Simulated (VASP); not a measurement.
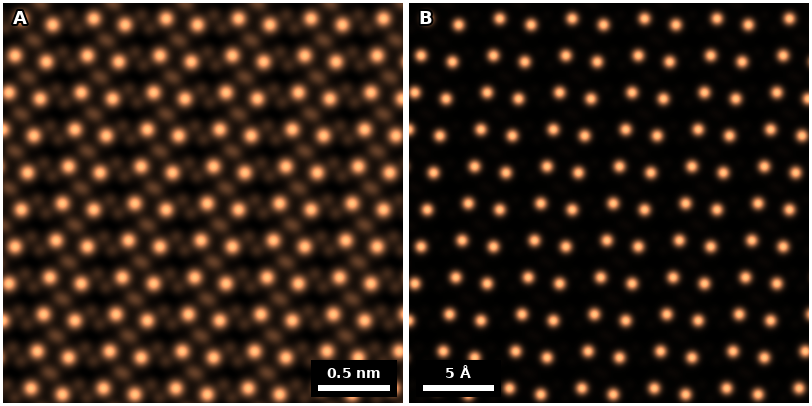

Two simulated images of the same area of HfO2 (P2_1/c, No. 14) along [010], with a probe of 0.69 Å. One is incoherent Z contrast (Z^1.7 per atom), the other the projected potential of neutral atoms blurred by the probe (iDPC-like, thin sample). Brightness is counted from the darkest point of the image. Structure: coordinates from a relaxation with VASP, VASP Kohn-Sham DFT of a periodic cell, PW91, VASP PAW PBE potentials, recommended.

> Which panel is which, and how can one tell?

B is the Z-contrast image and A the potential image. The columns of 1 O per repeat reach about 3 % of the brightest peak (1 Hf) in B but about 24 % in A, mainly since the potential grows much more slowly with atomic number. The O columns show clearly in A alone.
